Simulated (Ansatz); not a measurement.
Geometry relaxation, with input and output: HfO2 (part 2 of 2)

Continued. System: HfO2 (3 atoms in the cell). Method: DFT PBE, scalar-relativistic, plane waves, PAW, no spin polarisation (Ansatz 0.2.0); cutoff 420 eV, 8×8×8 k-mesh, fixed occupations. The structure derives from an entry of the Crystallography Open Database. It belongs to a series of runs on one base structure; here: relaxed at 1 GPa.

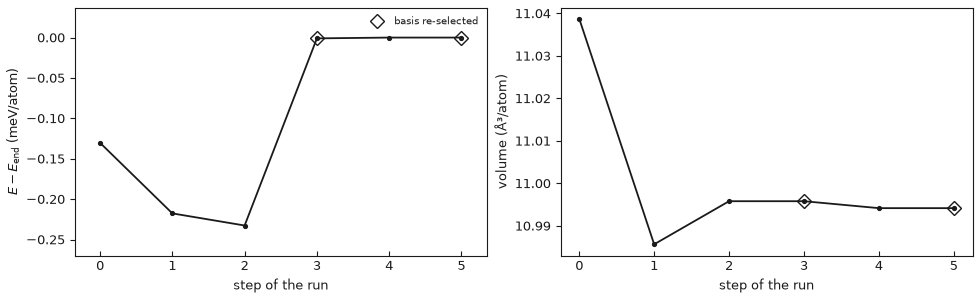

Progress of the relaxation, step by step (the first geometry is step 0 here and step 1 in the log). The atoms keep their places relative to the cell (all moves are under 0.005 Å). Cell: a = b = c 5.098 → 5.091 Å (−0.1 %). Volume −0.4 %. The space group stays Fm-3m (No. 225). Over 3 geometry steps the energy rises by 0.1 meV per atom. With the target pressure of 1 GPa, the enthalpy E + pV changes by −0.1 meV per atom. All forces vanish by symmetry, so only the cell relaxes. Pressure: −0.01 GPa at the start and 1.00 GPa at the end. The basis was re-selected once at an unchanged geometry, which shifts the energy a little without any move. The energy change given includes the shifts at the re-selections in mid-walk, which come without any move. A last SCF at the same geometry on a re-selected plane-wave basis shifts the energy by next to nothing (0.0 meV per atom).

```
basis re-selected at this cell: Δ(F+E_penalty+E_count) = -3.565e-10 eV, ΔP = -0.001 GPa vs the last step (what re-selecting the basis moved, of the pressure what is left beyond the Pulay correction that the steps carried, after the strain that the cell walked since its last selection, with what the two solves' SCF thresholds leave and, on support functions, any second-order correction that the steps lacked; it is no measure of the basis error at this ecutwfc). This SCF's stress stands 1.63e-3 GPa from its target on what of the cell is left free (relax.cell.stress_tol is 2.00e-2 GPa) and its largest allowed force component is 1.20e-17 eV/Å (relax.f_tol is 1.00e-3 eV/Å): within both
SCF converged after 6 iterations
Free energy (F): -16861.409732 eV
Harris-Foulkes:  -16861.409732 eV  (|F-HF|=7.28e-12)
Internal energy: -16861.409732 eV  (E = F + TS)
E sigma→0 (E₀):  -16861.409732 eV
Fermi energy:    15.810515 eV
--- Per-component energies (eV) ---
  E_band       = 43.541502
  E_kinetic    = 771.143508
  E_local      = -5770.876844  (includes V_loc(G=0)·N_el)
  E_nonlocal   = -1147.399185
  E_hartree    = 2644.885782
  E_xc         = -447.683132
  E_vxc        = -454.733593  (∫ρ·V_xc dr)
  E_paw        = -7242.492401  (= ΣΔE_a)
  E_vpaw       = 1355.631014  (= ΣTr[D̂ρ^β])
  E_aug_tail   = 0.005004  (compensation charges beyond the density's cutoff)
  E_ewald      = -5668.992464
  E_smearing   = -0.000000  (= −TS)
  E_closure    = 0.000000  (closes the sum)
  Σ components = -16861.409732   (vs F -16861.409732, Δ=0.00e0)
--- Forces (eV/Å), atoms counted from 1 ---
  atom   1  Hf     0.00000000    -0.00000000     0.00000000
  atom   2  O      0.00000000     0.00000000     0.00000000
  atom   3  O     -0.00000000    -0.00000000    -0.00000000
  max |Σ_I F_I| component: 2.31e-18 eV/Å
--- Stress (GPa, compression-positive) ---
        0.998371      -0.000000      -0.000000
       -0.000000       0.998371       0.000000
       -0.000000      -0.000000       0.998371
  P = ⅓ Tr σ = 0.9984 GPa (9.984 kbar)
--- Band table (eV; the first three rows and the last of 29) ---
  k-point 0: bands = ["-45.2799", "-13.8118", "-13.8118", "-13.8118", "-2.8878", "-0.0884", "4.8251", "4.8251", "4.8251", "4.8893", "4.8893", "4.8893", "5.0909", "10.4931", "10.4931", "10.4931", "15.1977", "15.1977", "15.1977", "19.6659", "19.6659", "21.4988", "26.0930"]
  k-point 1: bands = ["-45.2780", "-13.8770", "-13.8189", "-13.8189", "-2.6875", "-0.2268", "4.8282", "4.8282", "4.8290", "4.8839", "4.8839", "4.8895", "5.0468", "10.6446", "10.6446", "10.9138", "14.7387", "14.9172", "14.9172", "19.9461", "19.9461", "22.1096", "25.4127"]
  k-point 2: bands = ["-45.2733", "-14.0287", "-13.8360", "-13.8360", "-2.2122", "-0.5128", "4.8344", "4.8344", "4.8410", "4.8733", "4.8733", "4.8898", "4.9681", "11.0163", "11.0163", "11.8843", "13.8266", "14.4014", "14.4014", "20.3663", "20.3663", "22.7604", "24.9014"]
  k-point 28: bands = ["-45.2623", "-14.0963", "-14.0963", "-13.9330", "-0.9983", "-0.9983", "4.8512", "4.8536", "4.8537", "4.8588", "4.8588", "4.8799", "4.8799", "10.5582", "10.7675", "13.2461", "13.2461", "14.3888", "15.6050", "20.5797", "20.9153", "22.7897", "22.7897"]
--- Relaxed structure (4 steps of the walk, 4 accepted, 2 SCFs on fresh bases) ---
  F+E_penalty+E_count = -16861.40973228 eV   max|allowed force component| = 1.195e-17 eV/Å   (the final SCF, on the basis selected at the relaxed cell)
  cell:  # Å, volume = 32.9825 Å³
    - [-3.841440965544679e-35, 2.545371007562937, 2.545371007562937]
    - [2.545371007562937, 1.1444691420881066e-34, 2.545371007562937]
    - [2.545371007562937, 2.545371007562937, 2.5476860164477947e-35]
  atoms:
    - { symbol: Hf, position: [7.060421509916138e-35, -8.909297683537857e-35, -8.925183260417646e-35] }
    - { symbol: O, position: [0.25000000000000006, 0.25000000000000006, 0.25000000000000006] }
    - { symbol: O, position: [0.75, 0.75, 0.75] }
```

## Trajectory as extended XYZ (Å, eV, eV/Å), 6 frames, from step=1 to step=6
```
3
Lattice="0.0000 2.5488 2.5488 2.5488 0.0000 2.5488 2.5488 2.5488 0.0000" Properties=species:S:1:pos:R:3:forces:R:3 step=1 energy=-16861.41012 pressure_GPa=-0.01
Hf    0.0000    0.0000    0.0000    0.0000   0.0000   0.0000
O     1.2744    1.2744    1.2744    0.0000   0.0000   0.0000
O     3.8232    3.8232    3.8232    0.0000   0.0000   0.0000
3
Lattice="0.0000 2.5447 2.5447 2.5447 0.0000 2.5447 2.5447 2.5447 0.0000" Properties=species:S:1:pos:R:3:forces:R:3 step=2 energy=-16861.41038 pressure_GPa=1.24
Hf    0.0000    0.0000    0.0000    0.0000   0.0000   0.0000
O     1.2724    1.2724    1.2724    0.0000   0.0000   0.0000
O     3.8171    3.8171    3.8171    0.0000   0.0000   0.0000
3
Lattice="0.0000 2.5455 2.5455 2.5455 0.0000 2.5455 2.5455 2.5455 0.0000" Properties=species:S:1:pos:R:3:forces:R:3 step=3 energy=-16861.41043 pressure_GPa=1.00
Hf    0.0000    0.0000    0.0000    0.0000   0.0000   0.0000
O     1.2727    1.2727    1.2727    0.0000   0.0000   0.0000
O     3.8182    3.8182    3.8182    0.0000   0.0000   0.0000
3
Lattice="0.0000 2.5455 2.5455 2.5455 0.0000 2.5455 2.5455 2.5455 0.0000" Properties=species:S:1:pos:R:3:forces:R:3 step=4 energy=-16861.40974 pressure_GPa=0.96
Hf    0.0000    0.0000    0.0000    0.0000   0.0000   0.0000
O     1.2727    1.2727    1.2727    0.0000   0.0000   0.0000
O     3.8182    3.8182    3.8182    0.0000   0.0000   0.0000
3
Lattice="0.0000 2.5454 2.5454 2.5454 0.0000 2.5454 2.5454 2.5454 0.0000" Properties=species:S:1:pos:R:3:forces:R:3 step=5 energy=-16861.40973 pressure_GPa=1.00
Hf    0.0000    0.0000    0.0000    0.0000   0.0000   0.0000
O     1.2727    1.2727    1.2727    0.0000   0.0000   0.0000
O     3.8181    3.8181    3.8181    0.0000   0.0000   0.0000
3
Lattice="0.0000 2.5454 2.5454 2.5454 0.0000 2.5454 2.5454 2.5454 0.0000" Properties=species:S:1:pos:R:3:forces:R:3 step=6 energy=-16861.40973 pressure_GPa=1.00
Hf    0.0000    0.0000    0.0000    0.0000   0.0000   0.0000
O     1.2727    1.2727    1.2727    0.0000   0.0000   0.0000
O     3.8181    3.8181    3.8181    0.0000   0.0000   0.0000
```

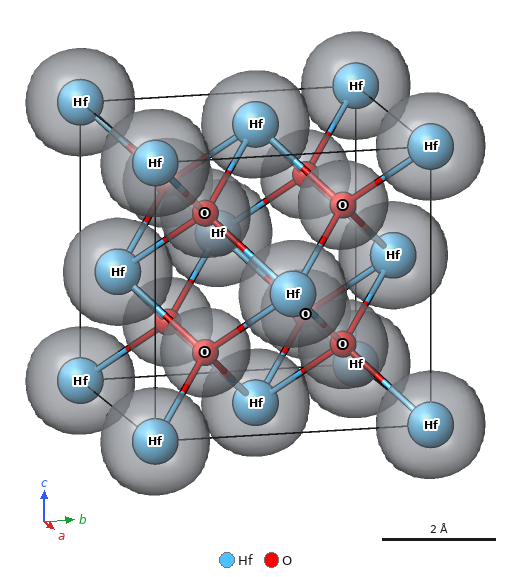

Isosurface of the valence pseudo-density at 0.8 e/Å³ (grey), seen slightly off an axis. Sticks mark near contacts. The outline is the cell set on symmetry axes. At this value the density breaks into separate islands; it holds about 85 % of the electrons treated as valence (semicore included). It is pinched off along the Hf–O (2.20 Å) contacts. On the grid the lowest density along these lines, outside the cores, is 0.54 e/Å³ (Hf–O, 2.20 Å). The fields are those of the smooth PAW valence density.

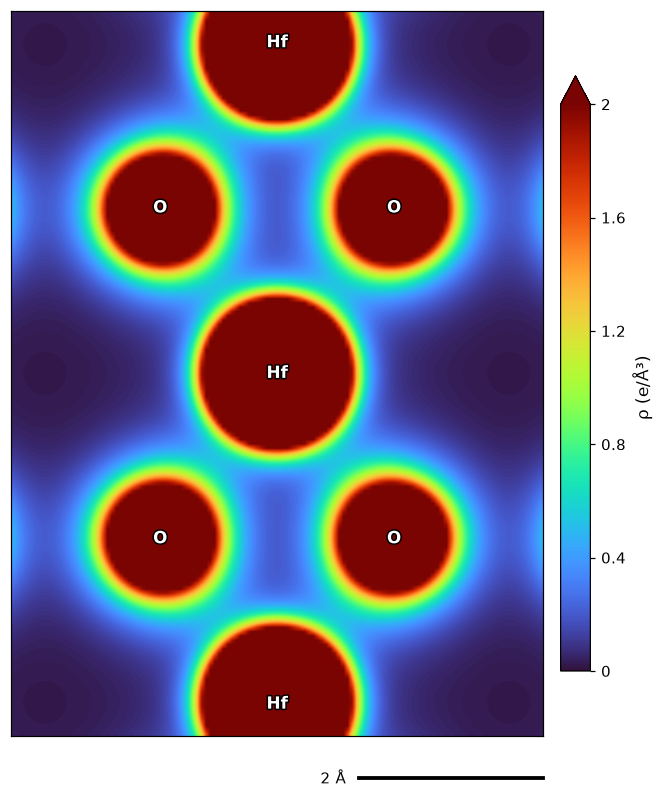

Valence pseudo-density on the (011) plane of the conventional cell. Atoms in the plane: Hf and O. Hf–O (2.20 Å): ρ is about 0.56 e/Å³ halfway. Away from the nuclei the density in this plane falls to 0.02 e/Å³ at its lowest.

This output came from the following input.

## Input
```yaml
crystal:
  lattice:
    - [0.0, 2.5488057606, 2.5488057606]
    - [2.5488057606, 0.0, 2.5488057606]
    - [2.5488057606, 2.5488057606, 0.0]
  atoms:
    - { symbol: Hf, position: [0.0, 0.0, 0.0] }
    - { symbol: O, position: [0.25, 0.25, 0.25] }
    - { symbol: O, position: [0.75, 0.75, 0.75] }
basis:
  ecutwfc: 420
kpoints:
  mp_grid: { grid: [8, 8, 8] }
hamiltonian:
  xc: pbe
scf:
  occupations: { method: fixed }
output:
  forces: true
  stress: true
  eigenvalues: true
  write_density: true
  write_potential: true
  elf: true
  volumetric_format: npy
relax:
  adjacent_minimum: "off"
  f_tol: 0.001
  max_steps: 60
  cell: { stress_tol: 0.02, p_target: 1.0 }
```

Launched with:
```bash
ansatz run input.yaml --threads 1 --pin off --max-ram 3072MiB --backend cpu --events-out ev --progress --plain --runs-dir out
```

## Results in brief

- outcome: converged
- space group (tolerance 0.01 Å): Fm-3m (225)
- electrons treated: 38
- free energy: −16861.4097 eV
- Fermi energy: 15.811 eV
- gap on the k-point mesh: 3.76 eV
- pressure: 1.00 GPa
- final volume: 32.98 Å³
- largest force (length of the vector) at the end: under 0.001 eV/Å
- final cell: a = 3.600 Å, b = 3.600 Å, c = 3.600 Å, α = 60.00°, β = 60.00°, γ = 60.00°
- hardware: 1 thread of Intel Xeon @ 2.50GHz (Skylake/Cascade Lake), 189 GiB of memory available, shared host
- wall time: 24 s
- peak memory: 0.34 GiB

## Notes

Spin–orbit coupling is left out, which matters for Hf.
